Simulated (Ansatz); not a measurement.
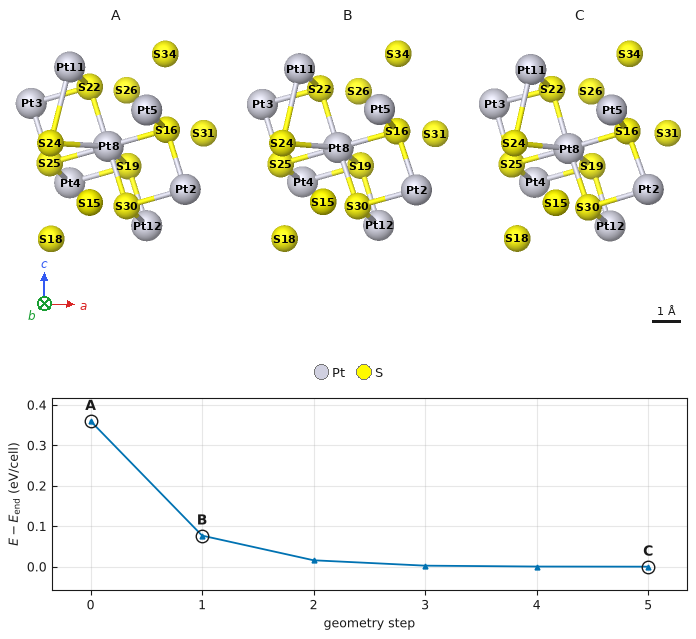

Frames of a relaxation of a defect cell of composition Pt$_{12}$S$_{23}$ (started half-way along a vacancy jump, in the symmetry of that start), marked on the history of the run. Style: ball-and-stick. Shown: the atoms within 4.2 Å of the atom that moves most (axes of the cell of the calculation), along the b axis.

Method: DFT PBE+D3(BJ), scalar-relativistic, plane waves, PAW in Ansatz 0.2.0.

Input
```yaml
crystal:
  lattice:
    - [7.166616675, 0.0, 4.662274322]
    - [-3.5833083375, 6.2064720997, 4.662274322]
    - [-3.5833083375, -6.2064720997, 4.662274322]
  atoms:
    - { symbol: Pt, position: [0.1666666667, 0.1666666667, 0.6666666667] }
    - { symbol: Pt, position: [1.0, 0.5, 0.5] }
    - { symbol: Pt, position: [0.3333333333, 0.8333333333, 0.8333333333] }
    - { symbol: Pt, position: [0.5, 1.0, 0.5] }
    - { symbol: Pt, position: [0.8333333333, 0.3333333333, 0.8333333333] }
    - { symbol: Pt, position: [1.0, 0.0, 1.0] }
    - { symbol: Pt, position: [0.3333333333, 0.3333333333, 0.3333333333] }
    - { symbol: Pt, position: [0.6666666667, 0.6666666667, 0.6666666667] }
    - { symbol: Pt, position: [0.1666666667, 0.6666666667, 0.1666666667] }
    - { symbol: Pt, position: [0.6666666667, 0.1666666667, 0.1666666667] }
    - { symbol: Pt, position: [0.5, 0.5, 0.0] }
    - { symbol: Pt, position: [0.8333333333, 0.8333333333, 0.3333333333] }
    - { symbol: S, position: [0.086250581, 0.7529172476, 0.4195839143] }
    - { symbol: S, position: [0.4195839143, 0.086250581, 0.7529172476] }
    - { symbol: S, position: [0.586250581, 0.2529172476, 0.4195839143] }
    - { symbol: S, position: [0.9195839143, 0.586250581, 0.7529172476] }
    - { symbol: S, position: [0.086250581, 0.2529172476, 0.9195839143] }
    - { symbol: S, position: [0.4195839143, 0.586250581, 0.2529172476] }
    - { symbol: S, position: [0.7529172476, 0.9195839143, 0.586250581] }
    - { symbol: S, position: [0.2529172476, 0.9195839143, 0.086250581] }
    - { symbol: S, position: [0.7529172476, 0.4195839143, 0.086250581] }
    - { symbol: S, position: [0.586250581, 0.7529172476, 0.9195839143] }
    - { symbol: S, position: [0.9195839143, 0.086250581, 0.2529172476] }
    - { symbol: S, position: [0.4166666667, 0.4166666667, 0.6666666667] }
    - { symbol: S, position: [0.413749419, 0.7470827524, 0.5804160857] }
    - { symbol: S, position: [0.7470827524, 0.0804160857, 0.913749419] }
    - { symbol: S, position: [0.913749419, 0.2470827524, 0.5804160857] }
    - { symbol: S, position: [0.2470827524, 0.5804160857, 0.913749419] }
    - { symbol: S, position: [0.413749419, 0.2470827524, 0.0804160857] }
    - { symbol: S, position: [0.7470827524, 0.5804160857, 0.413749419] }
    - { symbol: S, position: [0.0804160857, 0.913749419, 0.7470827524] }
    - { symbol: S, position: [0.5804160857, 0.913749419, 0.2470827524] }
    - { symbol: S, position: [0.0804160857, 0.413749419, 0.2470827524] }
    - { symbol: S, position: [0.913749419, 0.7470827524, 0.0804160857] }
    - { symbol: S, position: [0.2470827524, 0.0804160857, 0.413749419] }
basis:
  ecutwfc: 420
kpoints:
  mp_grid: { grid: [3, 3, 3] }
hamiltonian:
  xc: pbe
  dispersion: d3bj
scf:
  occupations: { method: gaussian, width: 0.1 }
output:
  forces: true
  stress: true
  eigenvalues: true
  write_density: true
  write_potential: true
  elf: true
  volumetric_format: npy
relax:
  adjacent_minimum: "off"
  f_tol: 0.02
  max_steps: 60
  escape_saddle: false
```

Launched with:
```bash
ansatz run input.yaml --threads 4 --pin off --max-ram 2560MiB --backend cpu --events-out ev --progress --plain --runs-dir out
```

What happens along the run?

The largest moves, 0.16 Å, are those of Pt1 and Pt8. Pt8 goes roughly along [−3 −2 −2]. By element the largest moves are Pt 0.16 Å, S 0.15 Å. The lattice vectors keep their values. Among the contacts that change: Pt11–S24 2.940 → 2.822 Å, Pt11–S18 2.395 → 2.458 Å, Pt2–S30 2.395 → 2.454 Å, Pt11–S22 2.395 → 2.353 Å. Among the angles between lasting bonds that change: S19–Pt8–S24 148.8° → 153.9°, S16–Pt8–S19 96.9° → 93.0°, S24–Pt8–S25 66.5° → 70.0°. Over 5 geometry steps the energy falls by 0.360 eV per cell of the calculation. The largest force component goes from 0.5 to 0.0093 eV/Å. From step 0 to 1: S atoms move most (0.11 Å), energy −0.283 eV per cell of the calculation. From step 1 to 5: S atoms move most (0.07 Å), energy −76.8 meV per cell of the calculation.
